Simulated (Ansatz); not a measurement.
SnSe$_{2}$

```yaml
crystal:
  lattice:
    - [3.79002, 0.00000, 0.00000]
    - [-1.89501, 3.28226, 0.00000]
    - [0.00000, 0.00000, 18.08074]
  atoms:
    - { symbol: Sn, position: [0.66667, 0.33333, 0.33310] }
    - { symbol: Sn, position: [0.33333, 0.66667, 0.66644] }
    - { symbol: Sn, position: [0.00000, 0.00000, 0.99977] }
    - { symbol: Se, position: [0.33333, 0.66667, 0.09454] }
    - { symbol: Se, position: [0.00000, 0.00000, 0.42787] }
    - { symbol: Se, position: [0.66667, 0.33333, 0.76121] }
    - { symbol: Se, position: [0.00000, 0.00000, 0.23902] }
    - { symbol: Se, position: [0.66667, 0.33333, 0.57235] }
    - { symbol: Se, position: [0.33333, 0.66667, 0.90569] }
```

Space group R3m; started from the 3R (MoS2) bulk prototype, which need not be the ambient phase.

These are results of DFT, HSE06, plane waves, PAW in Ansatz, not measurements.

In a PAW calculation such maps are meaningful between the atoms, not at the nuclei.

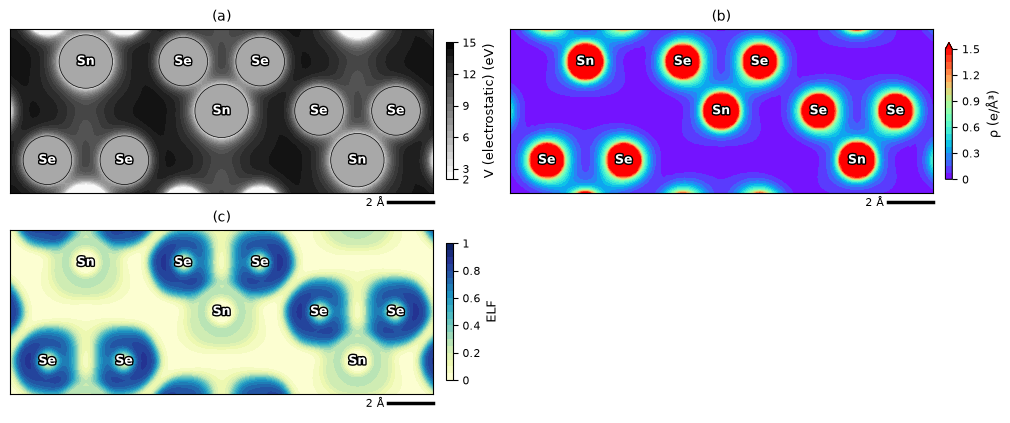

Figure 1. (a) electrostatic potential (local pseudopotential plus Hartree) felt by an electron; (b) valence electron density; (c) ELF on the (110) plane of the conventional cell. Grey discs cover the atomic cores in the potential map.

> Interpret the plot.

- The plane passes through Sn and Se nuclei.
- Sn–Se (2.77 Å): ρ at the midpoint is about 0.36 e/Å³; the ELF is about 0.60 at the midpoint.
- Between the atoms the lowest density in this plane is 0.01 e/Å³.
- The ELF also peaks beside Se, away from the bonds: lone-pair regions.
- Outside the cores the potential energy rises away from the atoms and is highest about 2.5 Å from the nearest atoms; its zero is arbitrary.

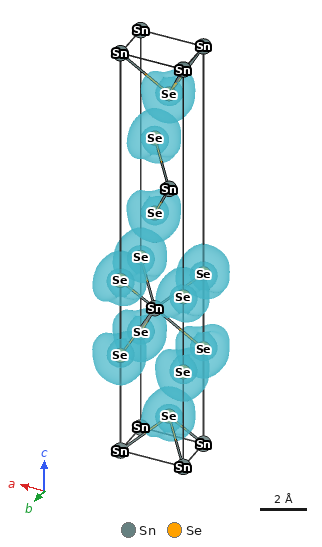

Figure 2. Isosurface of the electron localisation function at 0.7 (cyan), seen at an oblique angle. Only the valence region is drawn (cores and ρ < 0.01 e/Å³ removed). Sticks mark near contacts.

> What do the ELF domains correspond to?

The surface consists of six regions wrapped around Se (the valence shell of each), counted in one cell of 9 atoms. Any copies at cell faces, edges or corners count once.
